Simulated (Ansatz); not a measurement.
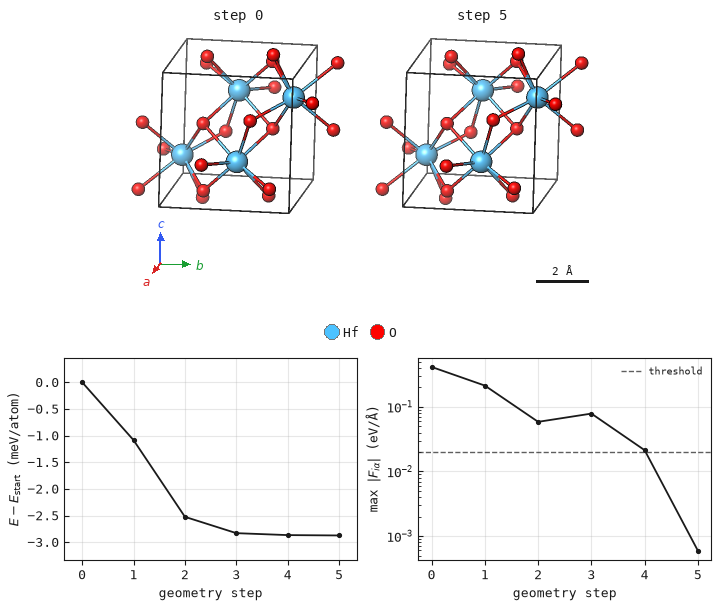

First and last geometry of a relaxation of a crystal of HfO₂ (set up in P2_1/c), with the history of the run. The picture is a ball-and-stick view of the cell of the calculation, seen slightly off an axis.

These are results of DFT, PBE, plane-wave PAW, default files, scalar-relativistic (Ansatz), not measurements. (plane-wave cutoff 420 eV; k-point mesh 4 × 4 × 4; occupations fermi dirac; smearing width 0.02 eV; no spin polarisation; atoms relaxed in a fixed cell; force threshold 0.02 eV/Å; at most 60 steps)

Question: Read the history and describe the run.

Answer: It converged. The energy falls by 2.9 meV per atom in 5 geometry steps. The largest force component goes from 0.42 to 0.00059 eV/Å. The largest moves, 0.057 Å, are those of O atoms. By element the largest moves are O 0.057 Å, Hf 0.013 Å. The lattice vectors keep their values. Near-neighbour distances that change, for instance: Hf–O 2.124 → 2.148 Å, Hf–O 2.070 → 2.054 Å, Hf–Hf 3.426 → 3.412 Å, Hf–Hf 3.307 → 3.320 Å. Bond angles that change, for instance: Hf–O–Hf 111.0° → 108.9°. The space group stays P2_1/c (No. 14). The run took 86 s on 1 thread of Intel(R) Xeon(R) Platinum 8375C CPU @ 2.90GHz (Ice Lake), on a shared host, peak memory 0.68 GiB.

| step | E − E(0), meV/atom | largest force component, eV/Å |
| --- | --- | --- |
| 0 | 0.00 | 0.4151 |
| 1 | -1.09 | 0.2135 |
| 2 | -2.52 | 0.0587 |
| 3 | -2.83 | 0.0787 |
| 4 | -2.87 | 0.0214 |
| 5 | -2.87 | 0.0006 |
